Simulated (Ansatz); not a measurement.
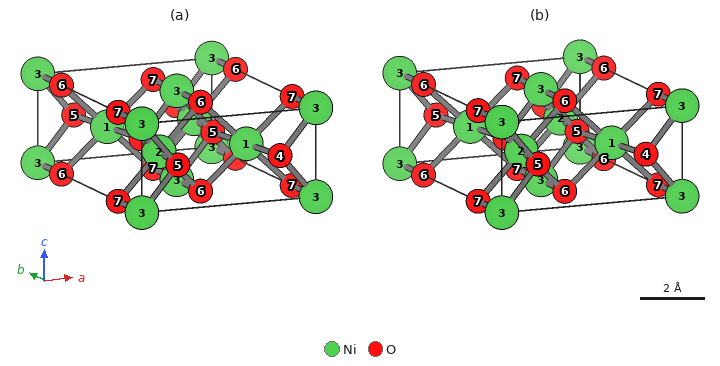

Left: a crystal of Ni$_{3}$O$_{4}$ (set up in Cmmm). Right: the same structure after one change, at the same scale. Style: ball-and-stick. Shown: the conventional cell (2 times the calculation's cell), slightly off an axis. Lengths and directions refer to the drawn axes.

Computed with DFT PBEsol, scalar-relativistic, plane waves, PAW in Ansatz. Settings: plane-wave cutoff 420 eV; k-point mesh 8 × 8 × 12; occupations gaussian; smearing width 0.1 eV; no spin polarisation.

### What distinguishes the right structure from the left one?

The volume is changed by +3.6 %. The cell's shape and the atoms are relaxed at that volume.

### What does the change do?

Energy change: +20.7 meV per atom. The pressure goes from −7.7 to −12.9 GPa. The principal stresses (compression positive) are −12.8 GPa along a and −13.0 GPa across it. It is metallic before and after. The drawn cell changes as follows: a 5.954 → 6.169 Å (+3.6 %), b 8.173 → 8.020 Å (−1.9 %), c 2.852 → 2.906 Å (+1.9 %); the volume changes by +3.6 %. The largest moves relative to the cell, 0.039 Å, are those of O6 and O7. O7 goes along +b. Ni stays in place. Near-neighbour distances before and after: Ni–O 2.066 → 2.028 to 2.123 Å, Ni–O 1.882 → 1.908 Å, Ni–O 1.861 → 1.865 Å. The space group stays Cmmm (No. 65).
